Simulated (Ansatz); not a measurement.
```
CELL_PARAMETERS angstrom
3.31442 0.00000 0.00000
-1.65721 2.87037 0.00000
0.00000 0.00000 31.23778
ATOMIC_POSITIONS crystal
W 0.33333 0.66667 0.28811
Se 0.66667 0.33333 0.34128
Se 0.66667 0.33333 0.23494
```

Started from the 2H monolayer prototype, which need not be the ambient phase; not relaxed (largest force 0.3 eV/Å).

All numbers below come from DFT, PBE with spin-orbit coupling, plane waves, PAW (Ansatz).

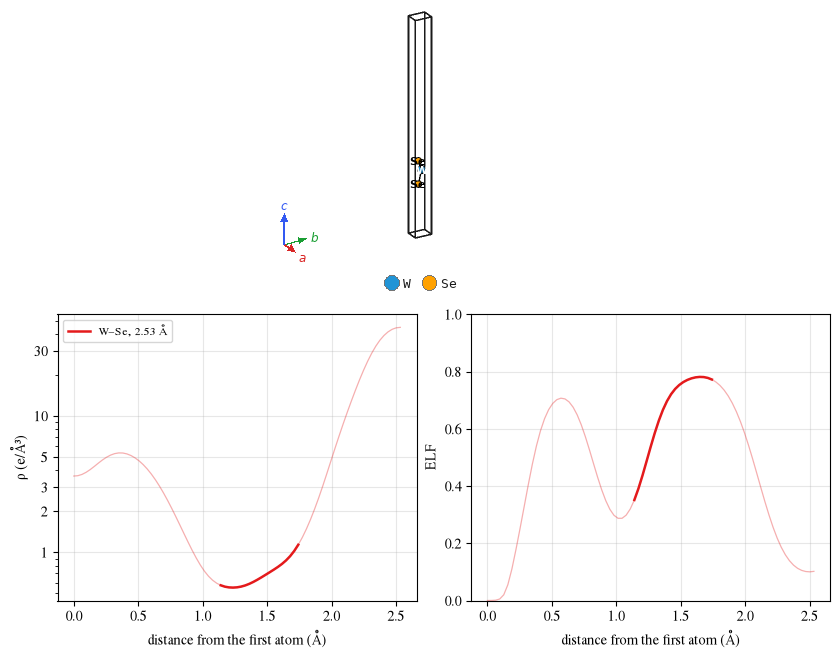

WSe2 (slab). Valence pseudo-density and electron localisation function along straight lines between neighbouring atoms. Thin, pale parts lie inside the atomic spheres. The structure is drawn too.

The density is the valence pseudo-density of a PAW calculation; it isn't the true density close to the nuclei.

Q: What can be read from the curves?

A: W–Se (2.53 Å): ρ at the midpoint is about 0.55 e/Å³; the ELF is about 0.55 at the midpoint.
